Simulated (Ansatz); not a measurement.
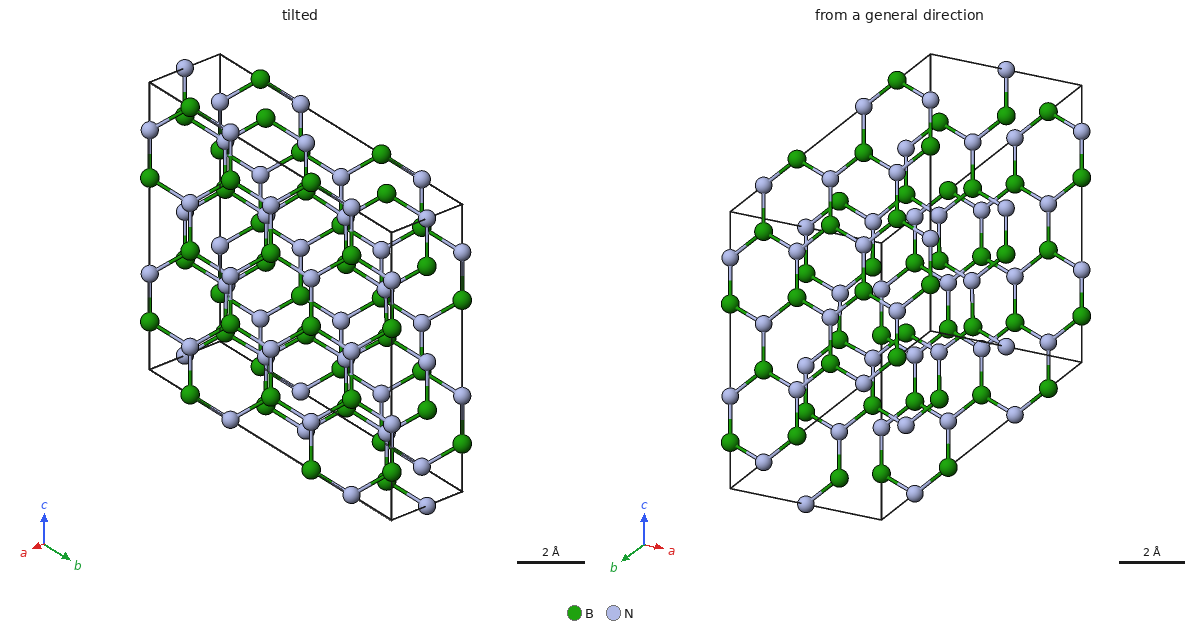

We look at a ball-and-stick model of the crystal slightly off an axis and from a general direction. Atoms at the boundary of the supercell (the box) are drawn once for each face, edge or corner they touch. The host is BN, in a cell of 48 sites, and the cell carries a charge of +1.

Question: What kind of defect was put in?

Answer: A nitrogen vacancy. Around the empty site lie three B at about 1.4 Å.

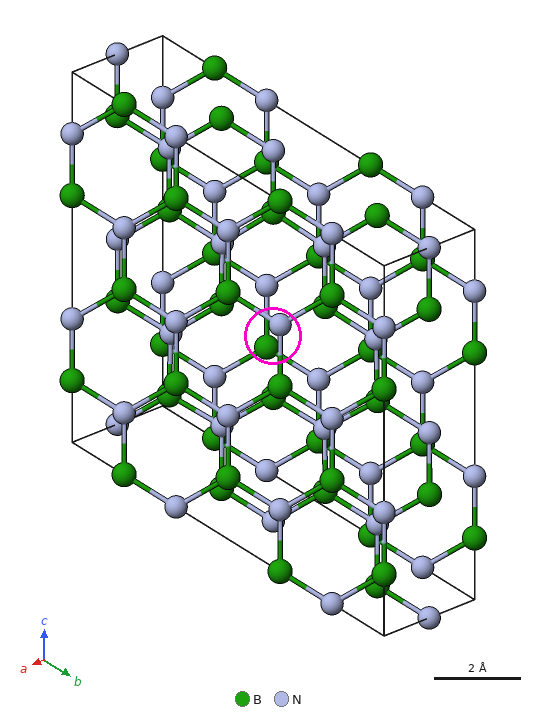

The same cell with a ring at the defect's site.

The atoms were relaxed in the host's cell with DFT PBE, scalar-relativistic, plane waves, PAW in Ansatz.
